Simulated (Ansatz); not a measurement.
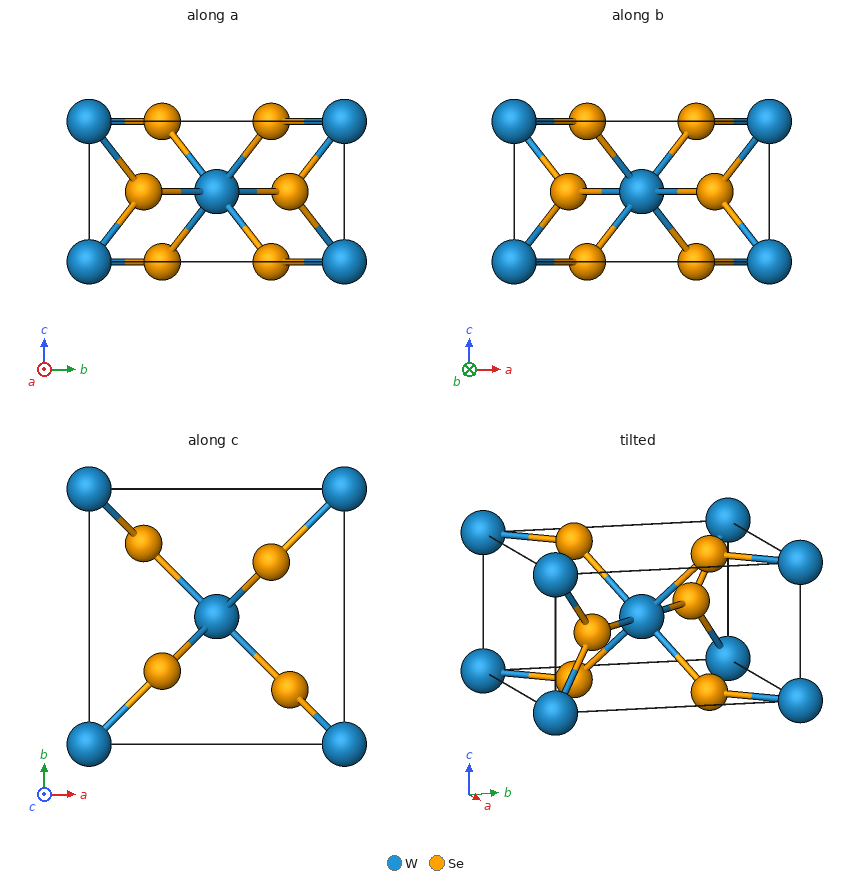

This ball-and-stick model is shown along the a axis, along the b axis, along the c axis and slightly off an axis. The box is the conventional unit cell; atoms on or close to its faces, edges and corners are drawn wherever they repeat.

Lattice parameters: a = 6.154 Å, b = 6.154 Å, c = 3.385 Å, α = 90.00°, β = 90.00°, γ = 90.00°. Put a along x and b in the xy plane.

Q: Record the structure as a POSCAR file, with free fractional coordinates to two decimals.

A:
```
W Se
1.0
     6.154    0.000    0.000
     0.000    6.154    0.000
     0.000    0.000    3.385
W Se
2 4
Direct
  0.00 0.00 0.00
  0.50 0.50 0.50
  0.29 0.29 0.00
  0.21 0.79 0.50
  0.79 0.21 0.50
  0.71 0.71 0.00
```

The cell started as a structure type filled with these elements by a generator (whether the compound takes this form wasn't checked). Earlier steps of the study may have refined or changed the cell and positions. A calculation with Ansatz used it as input.
